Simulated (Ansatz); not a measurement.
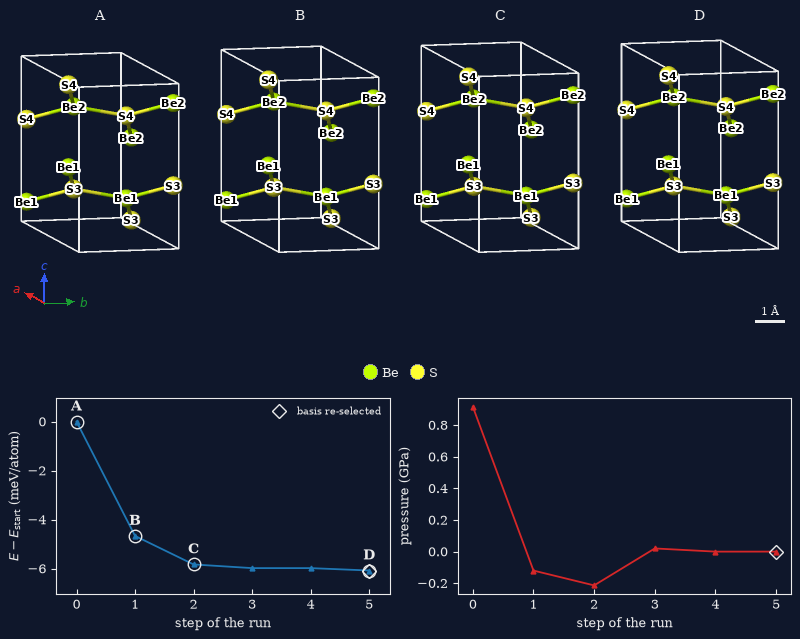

Frames of a relaxation of a crystal of BeS (built on the h-MgO (five-fold) type), marked on the history of the run. Style: ball-and-stick. Shown: the cell of the calculation, from a free direction.

Theory: DFT, r2SCAN+rVV10, plane waves, PAW (Ansatz 0.2.0). (plane-wave cutoff 500 eV; k-point mesh 12 × 12 × 4; occupations fermi dirac; smearing width 0.03 eV; no spin polarisation; cell and atoms relaxed; force threshold 0.01 eV/Å; at most 120 steps)

### What happens along the run?

Over 4 accepted moves (5 points after the start) the energy falls by 6.1 meV per atom. All forces vanish by symmetry, so only the cell relaxes. The pressure goes from 0.92 to 0.00 GPa. The SCF was repeated once at an unchanged geometry on a basis and grid sized afresh for the cell, which shifted the energy by 0.1 meV per atom at most. The atoms keep their places relative to the cell (all moves are under 0.005 Å). Cell: a = b 3.472 → 3.464 Å (−0.2 %), c 6.194 → 6.657 Å (+7.5 %). Volume +7.0 %. Near-neighbour distances that change, for instance: Be1–S3 2.005 → 2.000 Å. The space group stays P6_3/mmc (No. 194). From step 0 to 1: volume +4.0 %, energy −4.7 meV per atom. From step 1 to 2: volume +2.1 %, energy −1.2 meV per atom. From step 2 to 5: volume +0.7 %, energy −0.2 meV per atom.

```csv
step,"E − E(0), meV/atom","pressure, GPa","volume, Å³/atom",note
0,0.00,0.92,16.166,
1,-4.67,-0.12,16.819,
2,-5.83,-0.21,17.176,
3,-5.98,0.02,17.264,
4,-5.98,0.00,17.291,
5,-6.08,0.00,17.291,"same geometry, new basis"
```
